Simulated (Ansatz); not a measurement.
```
C
1.0
     1.62357    0.00000    0.00000
     0.00000    1.62357    0.00000
     0.00000    0.00000    8.14328
C
2
Direct
  0.50000 0.50000 0.00000
  0.00000 0.00000 0.50000
```

Space group I4/mmm; a structure generated by program, which may or may not match a known phase.

These are results of Ansatz 0.2.0, DFT PBE, scalar-relativistic, plane waves, PAW, not measurements.

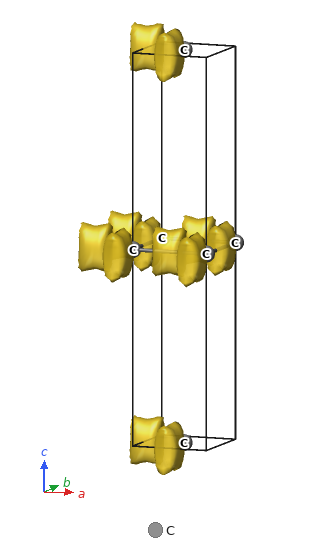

C. Isosurface of the ELF at 0.75 (yellow), seen slightly off an axis. Only the valence region is drawn (cores and ρ < 0.01 e/Å³ removed). Sticks mark near contacts.

Core electrons are frozen (PAW), and the valence fields are smoothed inside the atomic spheres.

Where are the electrons localised?

The ELF exceeds this value in four regions between bonded C–C atoms, counted in one cell of 2 atoms. Regions shared between cells count once.

Values along the shortest contacts:
C–C (1.62 Å): the ELF peaks at about 0.85 between the atoms.

Does the calculation give a band gap?

It is gapless in this calculation (a metal or semimetal).
